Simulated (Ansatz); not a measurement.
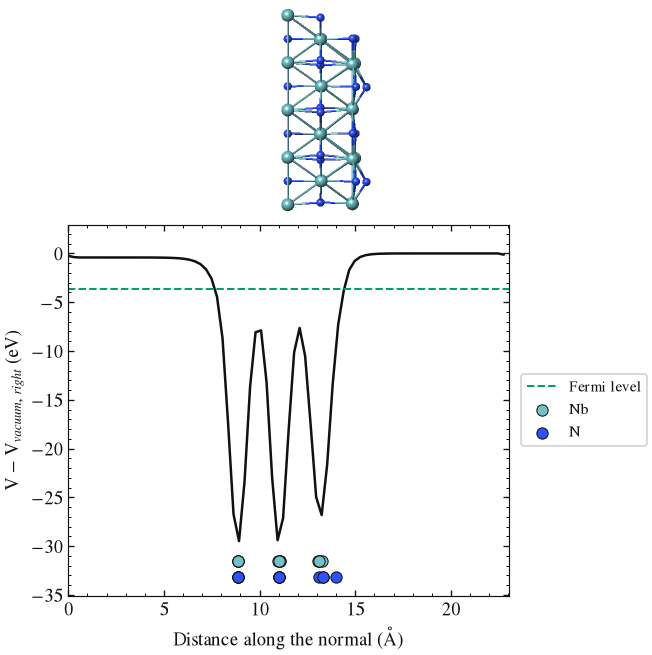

Plane-averaged electrostatic potential energy of an electron across the slab; circles at the bottom mark the heights of the atoms. The structure is drawn too.

System: a (100) slab cut from NbN (Fm-3m), ended by NbN planes, 24 atoms in the cell, the slab at its places in the relaxed adsorbed structure.

```cif
data_structure
_symmetry_space_group_name_H-M 'P 1'
_symmetry_Int_Tables_number 1
_cell_length_a 6.2012
_cell_length_b 6.2012
_cell_length_c 23.0356
_cell_angle_alpha 90.000
_cell_angle_beta 90.000
_cell_angle_gamma 90.000
_cell_volume 885.82
loop_
_atom_site_label
_atom_site_type_symbol
_atom_site_fract_x
_atom_site_fract_y
_atom_site_fract_z
_atom_site_occupancy
Nb1 Nb 0.50000 0.50000 0.34729 1
Nb2 Nb 0.50000 0.00000 0.34729 1
Nb3 Nb 0.00000 0.50000 0.34729 1
Nb4 Nb 0.00000 0.00000 0.34729 1
N1 N 0.25000 0.25000 0.34729 1
N2 N 0.25000 0.75000 0.34729 1
N3 N 0.75000 0.25000 0.34729 1
N4 N 0.75000 0.75000 0.34729 1
Nb5 Nb 0.77579 0.74745 0.44229 1
Nb6 Nb 0.72386 0.25328 0.43925 1
Nb7 Nb 0.23233 0.74767 0.44195 1
Nb8 Nb 0.27224 0.25155 0.44106 1
N5 N 0.50356 0.52602 0.44014 1
N6 N 0.50510 0.97610 0.44003 1
N7 N 0.99914 0.47443 0.44009 1
N8 N 0.99775 0.02488 0.44020 1
Nb9 Nb 0.01196 0.99055 0.53090 1
Nb10 Nb 0.00679 0.50935 0.53720 1
Nb11 Nb 0.48776 0.98540 0.53016 1
Nb12 Nb 0.48469 0.51633 0.53133 1
N9 N 0.75046 0.75456 0.54084 1
N10 N 0.73977 0.24541 0.53175 1
N11 N 0.25375 0.75940 0.57079 1
N12 N 0.25419 0.24870 0.53972 1
```

Computed with Ansatz 0.2.0: DFT PBE+D3(BJ), scalar-relativistic, plane waves, PAW, no spin polarisation, 3×3×1 k mesh, 420 eV cutoff, Gaussian smearing of 0.1 eV.

### Read off the work function of each face.

The work function is 3.64 eV at the right face and 3.23 eV at the left.

### Do the two faces differ, and what does that say about the slab's dipole?

The vacuum level is 0.41 eV higher at the right than at the left, so the slab carries a dipole along its normal; the ramp in the vacuum, at or near the edge of the plot, is the dipole correction that keeps each side flat.

The atoms aren't at rest in this cell (largest force 2.7 eV/Å), so the relaxed material can differ.
